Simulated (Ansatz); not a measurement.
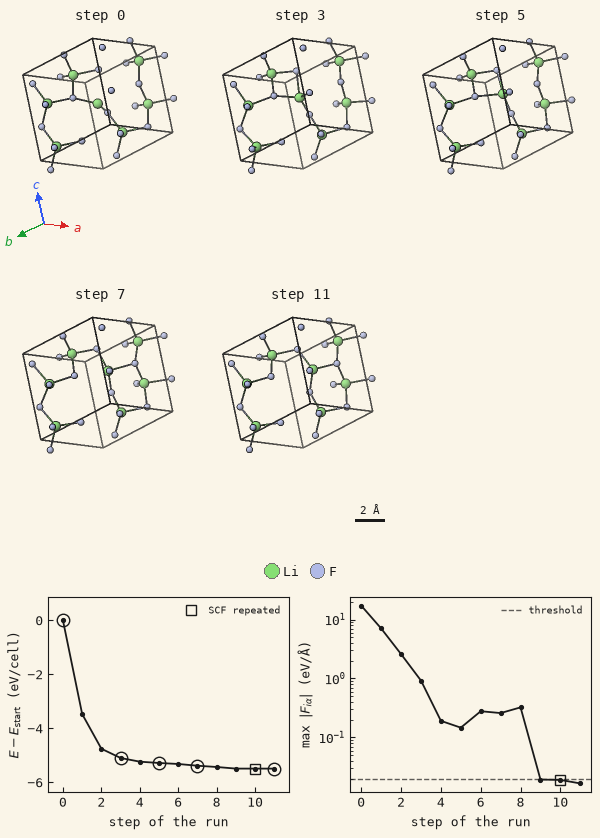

Frames of a relaxation of a defect cell of composition Li7F8 (cell charge −1) (started half-way along a vacancy jump, in the symmetry of that start), marked on the history of the run. The picture is a ball-and-stick view of the cell of the calculation (origin shifted), seen from a free direction.

Method: Ansatz 0.2.0, DFT PBE, scalar-relativistic, plane waves, PAW. Settings: plane-wave cutoff 420 eV; k-point mesh 4 × 4 × 4; occupations gaussian; smearing width 0.05 eV; no spin polarisation; atoms relaxed in a fixed cell; force threshold 0.02 eV/Å; at most 60 steps.

**What happens along the run?**

The energy falls by 5.487 eV per cell of the calculation in 10 accepted moves (11 points after the start). The largest force component goes from 17 to 0.017 eV/Å. 1 step only repeated the SCF at the same geometry. The atom that moves furthest is a Li atom (1.43 Å roughly along [1 −3 1]). By element the largest moves are Li 1.43 Å, F 0.22 Å. The cell stays as it was. Near-neighbour distances that change, for instance: F–Li 3.251 → 1.832 Å, F–Li 1.997 → 3.079 Å, F–Li 1.124 → 1.832 Å, F–Li 2.479 → 1.912 Å. New bonds form: F–Li (2.48 → 1.91 Å), F–Li (2.48 → 1.93 Å), F–Li (3.25 → 1.83 Å). Bonds break: F–Li (2.00 → 3.08 Å). Bond angles that change, for instance: Li–F–Li 124.0° → 116.0°, F–Li–F 107.1° → 114.8°, Li–F–Li 124.0° → 116.7°. Cost: 110 s on 4 threads of Arm Neoverse V1 (shared host), peak memory 0.62 GiB. From step 0 to 3: a Li atom moves most (0.47 Å), energy −5.093 eV per cell of the calculation. From step 3 to 5: a Li atom moves most (0.38 Å), energy −0.185 eV per cell of the calculation. From step 5 to 7: a Li atom moves most (0.40 Å), energy −0.101 eV per cell of the calculation. From step 7 to 11: a Li atom moves most (0.34 Å), energy −0.107 eV per cell of the calculation.

Limits of the set-up: the periodic images lie only 5.8 Å apart, so the values are limited by the cell's size; the cell is charged, on a uniform background, and energies carry no finite-size correction.
